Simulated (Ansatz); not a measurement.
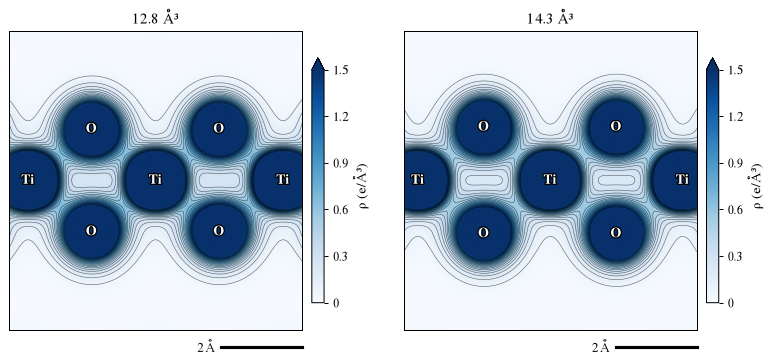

TiO₂. The valence charge density (pseudo) of cells scaled evenly to different volumes (given per atom above each panel), on the (111) plane of each (indices in the axes of the cell below), at one length scale and on one colour scale.

A structure from a database of computed crystals, not necessarily the ambient phase; computed without spin polarisation; Hubbard U of 4 eV on Ti d only; PAW files of the earlier set (soft_1).

All numbers below come from Ansatz 0.2.0, DFT PBE+U+D3(BJ), scalar-relativistic, plane waves, PAW.

The density is the valence pseudo-density of a PAW calculation; it isn't the true density close to the nuclei.

The largest cell:

```
CELL_PARAMETERS angstrom
3.25279 0.00000 0.00000
-1.62640 0.93900 4.68868
1.62640 -2.81700 0.00000
ATOMIC_POSITIONS crystal
Ti 0.00000 0.00000 0.00000
O 0.60176 0.80527 0.60176
O 0.39824 0.19473 0.39824
```

| volume (Å³/atom) | Ti–O contact in the plane (Å) | ρ at its midpoint (e/Å³) | pressure (GPa) | gap on the mesh (eV) | 
| --- | --- | --- | --- | --- |
| 12.79 | 2.011 | 0.656 | −7.3 | 2.50 | 
| 13.81 | 2.063 | ? | ? | ? | 
| 14.32 | 2.088 | 0.557 | −20.8 | 2.23 | 

### What values belong in the row with question marks?

Over the known rows ln ρ falls by 2.12 per Å of Ti–O distance (the line through the two), which gives 0.587 e/Å³ at 2.063 Å; the calculation gives 0.587 e/Å³. For the pressure, a straight line in volume between the neighbouring rows gives −16.3 GPa; the calculation gives −17.2, lower because pressure rises ever faster on compression. For the gap on the mesh, a straight line in volume between the neighbouring rows gives 2.32 eV; the calculation gives 2.31.
